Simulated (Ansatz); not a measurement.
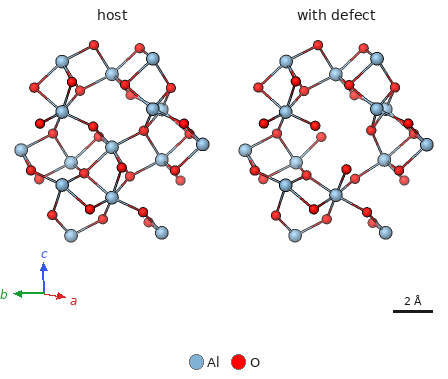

Left: perfect Al$_{2}$O$_{3}$. Right: the same region with one point defect, after relaxing the atoms in a supercell of 120 sites. Style: ball-and-stick. Shown: the atoms within 5.4 Å of one point, in a slice 4.2 Å thick across the line of sight, from a free direction.

Computed with Ansatz, DFT, PBEsol, PAW, plane waves. (plane-wave cutoff 420 eV; k-point mesh 1 × 1 × 1; mesh shifted by (0.25, 0.25, 0.25); collinear spin) Fermi-Dirac smearing of 0.01 eV. The axes drawn are those of the host's conventional cell.

### Which defect is it?

An aluminium atom is taken out (a vacancy).

The charge state of the cell is 0.

### How does the lattice respond?

Around the empty Al site the host had 6 O at 1.86 to 1.98 Å; after relaxation the nearest atoms are 6 O at 2.03 to 2.12 Å. Of the host's atoms, an oxygen atom moves furthest from its site, by 0.18 Å. The cell's net moment is 3.00 μB.
